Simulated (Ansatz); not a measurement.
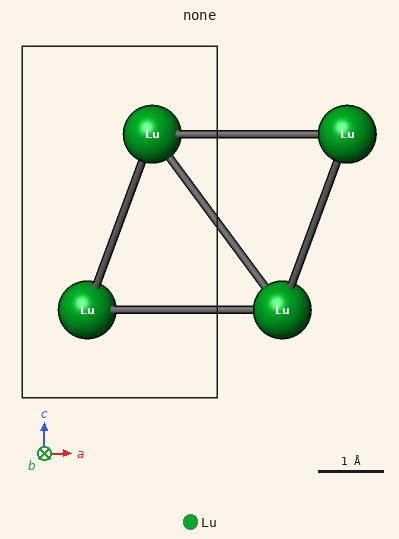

Solid Lu (set up in P6_3/mmc), relaxed (cell and atoms) with several dispersion corrections. The picture shows the result with none. A ball-and-stick model of the cell of the calculation, repeated 2 × 1 × 1 with one cell outlined, seen along the b axis.

Computed with Ansatz 0.2.0: r2SCAN, Ansatz PAW. Settings: plane-wave cutoff 500 eV; k-point mesh 9 × 9 × 5; occupations fermi-dirac; smearing width 0.05 eV; no spin polarisation; cell and atoms relaxed; force threshold 0.01 eV/Å.

```tsv
dispersion correction	volume (Å³/atom)	a (Å)	c (Å)
none	29.088	3.505	5.469
D3(BJ)	28.487	3.481	5.428
D4	?	?	?
rVV10	28.554	3.484	5.433
D3(BJ)-ATM	28.654	3.488	5.440
```

### One row is withheld. What does the calculation give there?

With D4 the volume falls between D3(BJ)-ATM (28.654) and none (29.088). The calculation gives 28.893 Å³/atom (a = 3.497 Å, c = 5.456 Å). In order of volume: D3(BJ) < rVV10 < D3(BJ)-ATM < D4 < none; the spread is 2.1 %.

Each member starts from this one structure; whether another phase lies lower wasn't checked.
